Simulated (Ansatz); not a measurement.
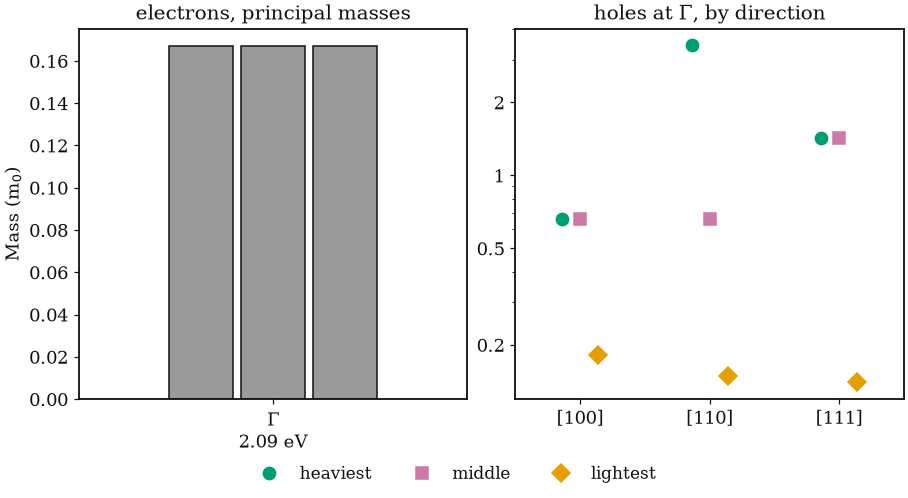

Effective masses at the band extrema of zincblende ZnS, space group F-43m (No. 216), 2 atoms in the primitive cell, in a cell relaxed beforehand (cubic a = 5.356 Å), in units of the free-electron mass, from finite differences of the levels. Left, the three principal masses of each conduction valley, with its energy above the valence top; right, the masses of the bands that meet at the valence top.

Method: PBEsol, Ansatz PAW set, no spin polarisation, no spin-orbit coupling, 8×8×8 k mesh, 420 eV cutoff (Ansatz 0.2.0).

Q: What are the masses of the lowest valley?

A: It lies at Γ, 2.09 eV above the valence top, and is isotropic with m* = 0.167.

Q: How do the hole masses depend on direction?

A: Along [100] 0.66, 0.66 and 0.182; along [110] 3.43, 0.66 and 0.149; along [111] 1.43, 1.43 and 0.14.

The PAW data sets were made with another functional. LDA, GGA and most meta-GGA functionals understate gaps. Without spin-orbit coupling the bands that meet at the top aren't the heavy and light holes of experiment. An understated gap makes light masses too light.
